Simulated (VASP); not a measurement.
**Geometry relaxation of InP (part 1 of 7)**

System: InP (slab, 20 atoms in the cell).
Method: Kohn-Sham DFT of a periodic cell, PBEsol, VASP PAW PBE potentials, recommended, no spin polarisation (VASP 6.6.1).

The structure derives from an entry of the Crystallography Open Database.

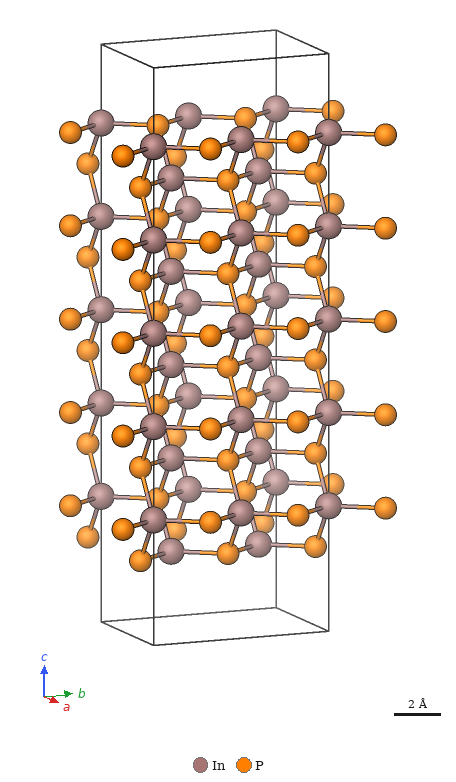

*The input geometry (ball-and-stick view of the 1 × 2 repeat of the cell, with the vacuum cut short, seen slightly off an axis; bonded neighbours outside the cell are drawn too). An atom can appear more than once, as a periodic image.*

### Results in brief

```csv
quantity,value
outcome,converged
electrons treated,180
free energy,−89.4677 eV
gap on the k-point mesh,0.89 eV
final volume,841.64 Å³
largest force (length of the vector) at the end,0.010 eV/Å
hardware,"8 threads of Intel Xeon (Granite Rapids), 176 GiB of memory available, shared host"
wall time,67 min (CPU time 8.6 h)
peak memory,1.4 GiB
```

### INCAR
```
SYSTEM = InP
ALGO = Normal
DIPOL = 0.5 0.5 0.500
EDIFF = 1E-6
EDIFFG = -0.015
ENCUT = 520
GGA = PS
IBRION = 2
IDIPOL = 3
ISIF = 2
ISMEAR = 0
KPAR = 8
LASPH = .TRUE.
LCHARG = .FALSE.
LDIPOL = .TRUE.
LREAL = .FALSE.
LWAVE = .FALSE.
NELM = 100
NSW = 100
PREC = Accurate
SIGMA = 0.05
```

### KPOINTS
```
k-points
0
G
  4 6 1
  0 0 0
```

### POSCAR
```
InP
1.0
    5.8610000000      0.0000000000      0.0000000000
    0.0000000000      4.1443528450      0.0000000000
    0.0000000000      0.0000000000     34.6495878000
In P
10 10
Direct
    0.5000000000      0.5000000000      0.2308829775
    0.0000000000      0.0000000000      0.2906867603
    0.5000000000      0.5000000000      0.3504905430
    0.0000000000      0.0000000000      0.4102943258
    0.5000000000      0.5000000000      0.4700981086
    0.0000000000      0.0000000000      0.5299018914
    0.5000000000      0.5000000000      0.5897056742
    0.0000000000      0.0000000000      0.6495094570
    0.5000000000      0.5000000000      0.7093132397
    0.0000000000      0.0000000000      0.7691170225
    0.7500000000      0.0000000000      0.2308829775
    0.2500000000      0.5000000000      0.2906867603
    0.7500000000      0.0000000000      0.3504905430
    0.2500000000      0.5000000000      0.4102943258
    0.7500000000      0.0000000000      0.4700981086
    0.2500000000      0.5000000000      0.5299018914
    0.7500000000      0.0000000000      0.5897056742
    0.2500000000      0.5000000000      0.6495094570
    0.7500000000      0.0000000000      0.7093132397
    0.2500000000      0.5000000000      0.7691170225
```

Command:
```bash
cat potpaw_PBE.64/In_d/POTCAR potpaw_PBE.64/P/POTCAR > POTCAR
mpirun -np 8 vasp_std > vasp.out
```

### OSZICAR
```
N       E                     dE             d eps       ncg     rms          rms(c)
DAV:   1     0.180346665762E+04    0.18035E+04   -0.77172E+04  2672   0.165E+03
DAV:   2     0.190931284139E+03   -0.16125E+04   -0.15629E+04  2696   0.427E+02
DAV:   3    -0.717319857668E+02   -0.26266E+03   -0.25431E+03  2940   0.209E+02
DAV:   4    -0.921321898449E+02   -0.20400E+02   -0.20197E+02  3072   0.557E+01
DAV:   5    -0.931594807482E+02   -0.10273E+01   -0.10253E+01  3592   0.114E+01    0.189E+01
DAV:   6    -0.885444002844E+02    0.46151E+01   -0.96300E+00  3396   0.210E+01    0.991E+00
DAV:   7    -0.882721960772E+02    0.27220E+00   -0.46956E+00  3688   0.797E+00    0.330E+00
DAV:   8    -0.882021541525E+02    0.70042E-01   -0.68408E-01  3592   0.550E+00    0.265E+00
DAV:   9    -0.882041816983E+02   -0.20275E-02   -0.74189E-02  3360   0.233E+00    0.115E+00
DAV:  10    -0.882053380602E+02   -0.11564E-02   -0.14383E-02  3752   0.113E+00    0.333E-01
DAV:  11    -0.882064111291E+02   -0.10731E-02   -0.44971E-03  3112   0.387E-01    0.187E-01
DAV:  12    -0.882076449108E+02   -0.12338E-02   -0.13555E-03  3544   0.255E-01    0.605E-02
DAV:  13    -0.882079813201E+02   -0.33641E-03   -0.29397E-04  3256   0.764E-02    0.411E-02
DAV:  14    -0.882083058635E+02   -0.32454E-03   -0.97164E-05  3384   0.409E-02    0.228E-02
DAV:  15    -0.882086013267E+02   -0.29546E-03   -0.10268E-04  3132   0.336E-02    0.223E-02
DAV:  16    -0.882087528406E+02   -0.15151E-03   -0.25694E-05  2776   0.181E-02    0.152E-02
DAV:  17    -0.882088794858E+02   -0.12665E-03   -0.29052E-05  2240   0.237E-02    0.666E-03
DAV:  18    -0.882089143382E+02   -0.34852E-04   -0.91245E-06  2452   0.923E-03    0.568E-03
DAV:  19    -0.882089362298E+02   -0.21892E-04   -0.10155E-06  1976   0.457E-03    0.472E-03
DAV:  20    -0.882089831985E+02   -0.46969E-04   -0.39880E-06  2068   0.840E-03    0.251E-03
DAV:  21    -0.882089940195E+02   -0.10821E-04   -0.84367E-07  1900   0.531E-03    0.190E-03
DAV:  22    -0.882090151784E+02   -0.21159E-04   -0.73237E-07  1848   0.256E-03    0.136E-03
DAV:  23    -0.882090349182E+02   -0.19740E-04   -0.57243E-07  1772   0.324E-03    0.645E-04
DAV:  24    -0.882090453241E+02   -0.10406E-04   -0.30269E-07  1784   0.173E-03    0.500E-04
DAV:  25    -0.882090527913E+02   -0.74672E-05   -0.35393E-07  1796   0.124E-03    0.381E-04
DAV:  26    -0.882090541820E+02   -0.13907E-05   -0.41663E-08  1656   0.898E-04    0.306E-04
DAV:  27    -0.882090546792E+02   -0.49716E-06   -0.19719E-08  1552   0.654E-04
   1 F= -.88209055E+02 E0= -.88209055E+02  d E =-.882091E+02
       N       E                     dE             d eps       ncg     rms          rms(c)
DAV:   1    -0.882858938353E+02   -0.76840E-01   -0.69265E+01  2932   0.196E+01    0.342E+00
DAV:   2    -0.885747314343E+02   -0.28884E+00   -0.30054E+00  3952   0.683E+00    0.113E+00
DAV:   3    -0.885731352896E+02    0.15961E-02   -0.49492E-02  3932   0.162E+00    0.894E-01
DAV:   4    -0.885725609135E+02    0.57438E-03   -0.75685E-03  3696   0.491E-01    0.591E-01
DAV:   5    -0.885724988570E+02    0.62056E-04   -0.11265E-03  3744   0.165E-01    0.382E-01
DAV:   6    -0.885724452667E+02    0.53590E-04   -0.41318E-04  3568   0.260E-01    0.871E-02
DAV:   7    -0.885725110542E+02   -0.65788E-04   -0.25632E-04  3680   0.838E-02    0.384E-02
DAV:   8    -0.885725377358E+02   -0.26682E-04   -0.30637E-05  3216   0.395E-02    0.289E-02
DAV:   9    -0.885725683743E+02   -0.30639E-04   -0.38852E-06  2172   0.126E-02    0.197E-02
DAV:  10    -0.885726183038E+02   -0.49929E-04   -0.10390E-05  2592   0.224E-02    0.655E-03
DAV:  11    -0.885726288051E+02   -0.10501E-04   -0.16605E-06  2016   0.100E-02    0.471E-03
DAV:  12    -0.885726444913E+02   -0.15686E-04   -0.16687E-06  1832   0.552E-03    0.286E-03
DAV:  13    -0.885726598789E+02   -0.15388E-04   -0.16624E-06  1856   0.434E-03    0.208E-03
DAV:  14    -0.885726703741E+02   -0.10495E-04   -0.10971E-06  1788   0.582E-03    0.211E-03
DAV:  15    -0.885726753387E+02   -0.49647E-05   -0.53375E-07  1840   0.295E-03    0.131E-03
DAV:  16    -0.885726791862E+02   -0.38474E-05   -0.54640E-07  1820   0.156E-03    0.846E-04
DAV:  17    -0.885726802458E+02   -0.10597E-05   -0.11798E-07  1844   0.281E-03    0.559E-04
DAV:  18    -0.885726807530E+02   -0.50720E-06   -0.61033E-08  1660   0.115E-03
   2 F= -.88572681E+02 E0= -.88572681E+02  d E =-.363626E+00
       N       E                     dE             d eps       ncg     rms          rms(c)
DAV:   1    -0.878422838431E+02    0.73040E+00   -0.45347E+02  3136   0.610E+01    0.596E+00
DAV:   2    -0.889235470302E+02   -0.10813E+01   -0.11186E+01  3616   0.131E+01    0.159E+00
DAV:   3    -0.889353813030E+02   -0.11834E-01   -0.26832E-01  3824   0.310E+00    0.154E+00
DAV:   4    -0.889369664261E+02   -0.15851E-02   -0.33069E-02  3360   0.913E-01    0.102E+00
DAV:   5    -0.889369463235E+02    0.20103E-04   -0.34570E-03  4024   0.322E-01    0.627E-01
DAV:   6    -0.889374132500E+02   -0.46693E-03   -0.17494E-03  3624   0.330E-01    0.118E-01
DAV:   7    -0.889377740956E+02   -0.36085E-03   -0.87846E-04  3756   0.141E-01    0.996E-02
DAV:   8    -0.889378582641E+02   -0.84168E-04   -0.93512E-05  3016   0.536E-02    0.874E-02
DAV:   9    -0.889379347144E+02   -0.76450E-04   -0.90677E-06  2388   0.197E-02    0.731E-02
DAV:  10    -0.889382452500E+02   -0.31054E-03   -0.11285E-04  3340   0.285E-02    0.248E-02
DAV:  11    -0.889382808156E+02   -0.35566E-04   -0.12947E-05  2644   0.179E-02    0.208E-02
DAV:  12    -0.889382968548E+02   -0.16039E-04   -0.12068E-06  1804   0.538E-03    0.145E-02
DAV:  13    -0.889383986531E+02   -0.10180E-03   -0.18509E-05  2148   0.175E-02    0.496E-03
DAV:  14    -0.889384287871E+02   -0.30134E-04   -0.33392E-06  2088   0.696E-03    0.566E-03
DAV:  15    -0.889384445809E+02   -0.15794E-04   -0.12743E-06  1848   0.679E-03    0.435E-03
DAV:  16    -0.889384742803E+02   -0.29699E-04   -0.47998E-06  1900   0.591E-03    0.248E-03
DAV:  17    -0.889384783764E+02   -0.40961E-05   -0.49657E-07  1936   0.301E-03    0.267E-03
DAV:  18    -0.889384809770E+02   -0.26006E-05   -0.17580E-07  1724   0.147E-03    0.141E-03
DAV:  19    -0.889384859956E+02   -0.50186E-05   -0.83574E-07  1812   0.297E-03    0.152E-03
DAV:  20    -0.889384869236E+02   -0.92798E-06   -0.11799E-07  1820   0.109E-03
   3 F= -.88938487E+02 E0= -.88938487E+02  d E =-.729432E+00
       N       E                     dE             d eps       ncg     rms          rms(c)
DAV:   1    -0.886262679414E+02    0.31222E+00   -0.16966E+02  3120   0.350E+01    0.458E+00
DAV:   2    -0.892390235511E+02   -0.61276E+00   -0.63381E+00  3856   0.985E+00    0.163E+00
DAV:   3    -0.892447607766E+02   -0.57372E-02   -0.13560E-01  3776   0.263E+00    0.134E+00
DAV:   4    -0.892443419228E+02    0.41885E-03   -0.11347E-02  3512   0.532E-01    0.103E+00
DAV:   5    -0.892437695185E+02    0.57240E-03   -0.17211E-03  3548   0.192E-01    0.485E-01
DAV:   6    -0.892436483884E+02    0.12113E-03   -0.16802E-03  3236   0.391E-01    0.776E-02
DAV:   7    -0.892437142272E+02   -0.65839E-04   -0.43193E-04  3504   0.103E-01    0.668E-02
DAV:   8    -0.892437300782E+02   -0.15851E-04   -0.25471E-05  3344   0.245E-02    0.577E-02
DAV:   9    -0.892437736106E+02   -0.43532E-04   -0.29615E-05  3404   0.337E-02    0.264E-02
DAV:  10    -0.892437982468E+02   -0.24636E-04   -0.98276E-06  2708   0.194E-02    0.927E-03
DAV:  11    -0.892438073151E+02   -0.90684E-05   -0.96464E-07  1880   0.717E-03    0.608E-03
DAV:  12    -0.892438320790E+02   -0.24764E-04   -0.32243E-06  1952   0.113E-02    0.401E-03
DAV:  13    -0.892438421440E+02   -0.10065E-04   -0.12760E-06  1940   0.404E-03    0.171E-03
DAV:  14    -0.892438473241E+02   -0.51801E-05   -0.43051E-07  1828   0.485E-03    0.134E-03
DAV:  15    -0.892438559417E+02   -0.86176E-05   -0.13743E-06  1836   0.450E-03    0.106E-03
DAV:  16    -0.892438583159E+02   -0.23742E-05   -0.26628E-07  1904   0.165E-03    0.510E-04
DAV:  17    -0.892438595331E+02   -0.12171E-05   -0.12667E-07  1720   0.140E-03    0.320E-04
DAV:  18    -0.892438603385E+02   -0.80543E-06   -0.10155E-07  1756   0.171E-03
   4 F= -.89243860E+02 E0= -.89243860E+02  d E =-.305373E+00
       N       E                     dE             d eps       ncg     rms          rms(c)
DAV:   1    -0.885831743156E+02    0.66069E+00   -0.23848E+02  3188   0.435E+01    0.522E+00
DAV:   2    -0.893751958196E+02   -0.79202E+00   -0.81779E+00  3864   0.115E+01    0.182E+00
DAV:   3    -0.893850548557E+02   -0.98590E-02   -0.18813E-01  3736   0.284E+00    0.150E+00
DAV:   4    -0.893849783712E+02    0.76484E-04   -0.15501E-02  3552   0.591E-01    0.119E+00
DAV:   5    -0.893845491802E+02    0.42919E-03   -0.14102E-03  3600   0.163E-01    0.665E-01
DAV:   6    -0.893843664058E+02    0.18277E-03   -0.25082E-03  3248   0.438E-01    0.906E-02
DAV:   7    -0.893844630765E+02   -0.96671E-04   -0.64462E-04  3584   0.121E-01    0.791E-02
DAV:   8    -0.893844744400E+02   -0.11363E-04   -0.24207E-05  3360   0.226E-02    0.720E-02
DAV:   9    -0.893844935697E+02   -0.19130E-04   -0.62435E-06  2236   0.165E-02    0.451E-02
DAV:  10    -0.893845583479E+02   -0.64778E-04   -0.51126E-05  3416   0.307E-02    0.219E-02
DAV:  11    -0.893845611826E+02   -0.28348E-05   -0.51166E-06  2576   0.162E-02    0.146E-02
DAV:  12    -0.893845629225E+02   -0.17398E-05   -0.41093E-07  1600   0.288E-03    0.134E-02
DAV:  13    -0.893845730107E+02   -0.10088E-04   -0.67372E-07  1792   0.142E-02    0.733E-03
DAV:  14    -0.893845994966E+02   -0.26486E-04   -0.53596E-06  1984   0.215E-02    0.499E-03
DAV:  15    -0.893846009068E+02   -0.14102E-05   -0.58187E-07  1872   0.111E-02    0.289E-03
DAV:  16    -0.893846060774E+02   -0.51706E-05   -0.56498E-07  1768   0.880E-03    0.954E-04
DAV:  17    -0.893846137976E+02   -0.77202E-05   -0.13749E-06  1900   0.475E-03    0.236E-03
DAV:  18    -0.893846153357E+02   -0.15381E-05   -0.20437E-07  1840   0.540E-03    0.150E-03
DAV:  19    -0.893846164651E+02   -0.11294E-05   -0.12630E-07  1724   0.187E-03    0.153E-03
DAV:  20    -0.893846169785E+02   -0.51345E-06   -0.65823E-08  1660   0.375E-03
   5 F= -.89384617E+02 E0= -.89384617E+02  d E =-.446130E+00
       N       E                     dE             d eps       ncg     rms          rms(c)
DAV:   1    -0.893036212633E+02    0.80995E-01   -0.28145E+01  2784   0.136E+01    0.223E+00
DAV:   2    -0.894233732589E+02   -0.11975E+00   -0.12905E+00  3984   0.606E+00    0.698E-01
DAV:   3    -0.894232352924E+02    0.13797E-03   -0.41902E-02  3600   0.181E+00    0.530E-01
DAV:   4    -0.894225551508E+02    0.68014E-03   -0.61738E-03  3528   0.462E-01    0.335E-01
DAV:   5    -0.894223376211E+02    0.21753E-03   -0.86995E-04  3608   0.205E-01    0.159E-01
DAV:   6    -0.894223313901E+02    0.62310E-05   -0.56671E-04  3520   0.201E-01    0.527E-02
DAV:   7    -0.894223409819E+02   -0.95918E-05   -0.22479E-04  3328   0.110E-01    0.332E-02
DAV:   8    -0.894223420943E+02   -0.11125E-05   -0.89695E-06  3248   0.331E-02    0.240E-02
DAV:   9    -0.894223436633E+02   -0.15690E-05   -0.35964E-06  2428   0.211E-02    0.141E-02
DAV:  10    -0.894223452183E+02   -0.15550E-05   -0.36722E-06  2024   0.166E-02    0.462E-03
DAV:  11    -0.894223451022E+02    0.11612E-06   -0.14130E-06  1612   0.118E-02
   6 F= -.89422345E+02 E0= -.89422345E+02  d E =-.377281E-01
       N       E                     dE             d eps       ncg     rms          rms(c)
DAV:   1    -0.894217546183E+02    0.59060E-03   -0.44951E-01  2768   0.167E+00    0.237E-01
DAV:   2    -0.894231392867E+02   -0.13847E-02   -0.14571E-02  3936   0.476E-01    0.611E-02
DAV:   3    -0.894231264132E+02    0.12873E-04   -0.35711E-04  3512   0.823E-02    0.536E-02
DAV:   4    -0.894231229066E+02    0.35066E-05   -0.70015E-05  3224   0.354E-02    0.308E-02
DAV:   5    -0.894231213954E+02    0.15112E-05   -0.53483E-06  2680   0.323E-02    0.131E-02
DAV:   6    -0.894231221099E+02   -0.71448E-06   -0.83283E-06  3396   0.151E-02
   7 F= -.89423122E+02 E0= -.89423122E+02  d E =-.385051E-01
       N       E                     dE             d eps       ncg     rms          rms(c)
DAV:   1    -0.894214286012E+02    0.16928E-02   -0.47664E+00  2700   0.592E+00    0.697E-01
DAV:   2    -0.894367898802E+02   -0.15361E-01   -0.16532E-01  3880   0.192E+00    0.222E-01
DAV:   3    -0.894367225243E+02    0.67356E-04   -0.43226E-03  3896   0.471E-01    0.191E-01
DAV:   4    -0.894366962992E+02    0.26225E-04   -0.56781E-04  3424   0.140E-01    0.130E-01
DAV:   5    -0.894366759024E+02    0.20397E-04   -0.63176E-05  3608   0.697E-02    0.868E-02
DAV:   6    -0.894366667394E+02    0.91630E-05   -0.71971E-05  3416   0.559E-02    0.179E-02
DAV:   7    -0.894366688444E+02   -0.21051E-05   -0.21071E-05  3408   0.252E-02    0.956E-03
DAV:   8    -0.894366687428E+02    0.10165E-06   -0.11474E-06  1592   0.631E-03
   8 F= -.89436669E+02 E0= -.89436669E+02  d E =-.135466E-01
       N       E                     dE             d eps       ncg     rms          rms(c)
DAV:   1    -0.894204139887E+02    0.16255E-01   -0.66603E+00  2700   0.700E+00    0.843E-01
DAV:   2    -0.894425922341E+02   -0.22178E-01   -0.23940E-01  3880   0.233E+00    0.274E-01
DAV:   3    -0.894424552296E+02    0.13700E-03   -0.60924E-03  3900   0.584E-01    0.231E-01
DAV:   4    -0.894424094721E+02    0.45757E-04   -0.83750E-04  3432   0.169E-01    0.157E-01
DAV:   5    -0.894423779716E+02    0.31500E-04   -0.90944E-05  3600   0.835E-02    0.104E-01
DAV:   6    -0.894423639619E+02    0.14010E-04   -0.10559E-04  3408   0.697E-02    0.233E-02
DAV:   7    -0.894423672224E+02   -0.32606E-05   -0.28636E-05  3592   0.285E-02    0.110E-02
DAV:   8    -0.894423675365E+02   -0.31402E-06   -0.16075E-06  1664   0.765E-03
   9 F= -.89442368E+02 E0= -.89442368E+02  d E =-.192454E-01
       N       E                     dE             d eps       ncg     rms          rms(c)
DAV:   1    -0.894273634490E+02    0.15004E-01   -0.90944E+00  3096   0.795E+00    0.907E-01
DAV:   2    -0.894528758839E+02   -0.25512E-01   -0.27396E-01  4072   0.270E+00    0.338E-01
DAV:   3    -0.894528540379E+02    0.21846E-04   -0.72731E-03  3424   0.927E-01    0.250E-01
DAV:   4    -0.894527943666E+02    0.59671E-04   -0.10085E-03  3648   0.181E-01    0.192E-01
DAV:   5    -0.894527702438E+02    0.24123E-04   -0.82709E-05  3856   0.552E-02    0.138E-01
DAV:   6    -0.894527393375E+02    0.30906E-04   -0.91358E-05  3336   0.126E-01    0.359E-02
DAV:   7    -0.894527474755E+02   -0.81380E-05   -0.92166E-05  3912   0.668E-02    0.253E-02
DAV:   8    -0.894527485626E+02   -0.10872E-05   -0.20553E-05  2928   0.304E-02    0.227E-02
DAV:   9    -0.894527491576E+02   -0.59499E-06   -0.11827E-06  1652   0.272E-02
  10 F= -.89452749E+02 E0= -.89452749E+02  d E =-.103816E-01
       N       E                     dE             d eps       ncg     rms          rms(c)
DAV:   1    -0.894328440637E+02    0.19904E-01   -0.85432E+00  3096   0.772E+00    0.881E-01
DAV:   2    -0.894565374855E+02   -0.23693E-01   -0.25502E-01  4072   0.261E+00    0.322E-01
DAV:   3    -0.894565577544E+02   -0.20269E-04   -0.69679E-03  3444   0.887E-01    0.239E-01
DAV:   4    -0.894565021366E+02    0.55618E-04   -0.88472E-04  3544   0.175E-01    0.183E-01
DAV:   5    -0.894564772695E+02    0.24867E-04   -0.94746E-05  3944   0.678E-02    0.128E-01
DAV:   6    -0.894564545227E+02    0.22747E-04   -0.88338E-05  3336   0.113E-01    0.327E-02
DAV:   7    -0.894564630012E+02   -0.84785E-05   -0.83108E-05  3728   0.649E-02    0.229E-02
DAV:   8    -0.894564635519E+02   -0.55065E-06   -0.15705E-05  2912   0.290E-02    0.189E-02
DAV:   9    -0.894564644736E+02   -0.92170E-06   -0.12313E-06  1664   0.258E-02
  11 F= -.89456464E+02 E0= -.89456464E+02  d E =-.140969E-01
       N       E                     dE             d eps       ncg     rms          rms(c)
DAV:   1    -0.894525947890E+02    0.38688E-02   -0.25429E+00  2724   0.430E+00    0.507E-01
DAV:   2    -0.894606837896E+02   -0.80890E-02   -0.87707E-02  3936   0.133E+00    0.163E-01
DAV:   3    -0.894606195713E+02    0.64218E-04   -0.21140E-03  4072   0.328E-01    0.142E-01
DAV:   4    -0.894606129241E+02    0.66473E-05   -0.40486E-04  3344   0.112E-01    0.956E-02
DAV:   5    -0.894606016189E+02    0.11305E-04   -0.37747E-05  3912   0.540E-02    0.675E-02
DAV:   6    -0.894605941318E+02    0.74870E-05   -0.42448E-05  3384   0.539E-02    0.171E-02
DAV:   7    -0.894605972458E+02   -0.31140E-05   -0.22967E-05  3832   0.239E-02    0.115E-02
DAV:   8    -0.894605975508E+02   -0.30499E-06   -0.11820E-06  1588   0.112E-02
  12 F= -.89460598E+02 E0= -.89460598E+02  d E =-.413308E-02
       N       E                     dE             d eps       ncg     rms          rms(c)
DAV:   1    -0.894602152911E+02    0.38195E-03   -0.20937E-01  2728   0.123E+00    0.141E-01
DAV:   2    -0.894608335922E+02   -0.61830E-03   -0.66199E-03  3904   0.345E-01    0.405E-02
DAV:   3    -0.894608357972E+02   -0.22049E-05   -0.18329E-04  3860   0.635E-02    0.386E-02
DAV:   4    -0.894608358008E+02   -0.36634E-08   -0.27676E-05  3344   0.340E-02    0.260E-02
DAV:   5    -0.894608349578E+02    0.84301E-06   -0.29654E-06  2188   0.231E-02
  13 F= -.89460835E+02 E0= -.89460835E+02  d E =-.437048E-02
       N       E                     dE             d eps       ncg     rms          rms(c)
DAV:   1    -0.894587987409E+02    0.20371E-02   -0.15008E+00  2792   0.329E+00    0.341E-01
```
